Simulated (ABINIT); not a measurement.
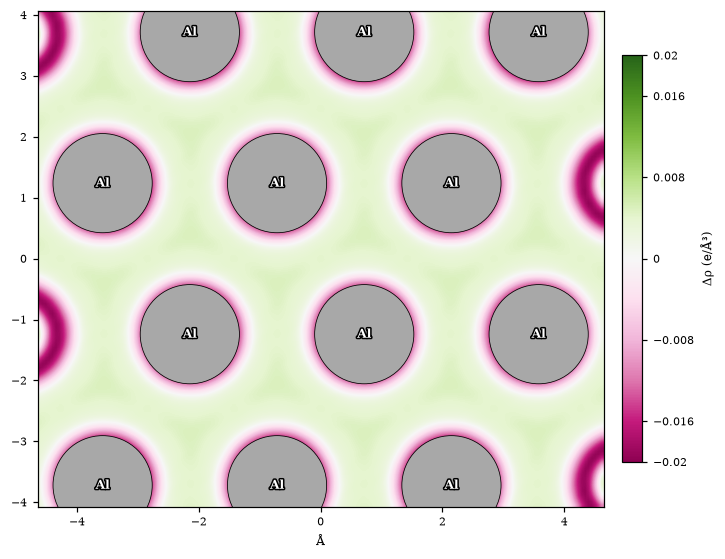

Al. Difference of the valence pseudo-densities of two functionals at the same geometry, on the (100) plane of the calculation cell: PBE less r2SCAN.

Both computed with ABINIT (plane waves, pseudopotentials), on the same k-point mesh. Grey discs cover the atomic cores.

```cif
data_structure
_symmetry_space_group_name_H-M 'P 1'
_symmetry_Int_Tables_number 1
_cell_length_a 2.8635
_cell_length_b 2.8635
_cell_length_c 2.8635
_cell_angle_alpha 60.000
_cell_angle_beta 60.000
_cell_angle_gamma 60.000
_cell_volume 16.60
loop_
_atom_site_label
_atom_site_type_symbol
_atom_site_fract_x
_atom_site_fract_y
_atom_site_fract_z
_atom_site_occupancy
Al1 Al 0.00000 0.00000 0.00000 1
```

Q: Where does the change of functional move the electrons?

A: Against r2SCAN, PBE gives more density in the space between the atoms (+0.004 e/Å³ on average) and a change of +0.004 e/Å³ at the midpoint of Al–Al.
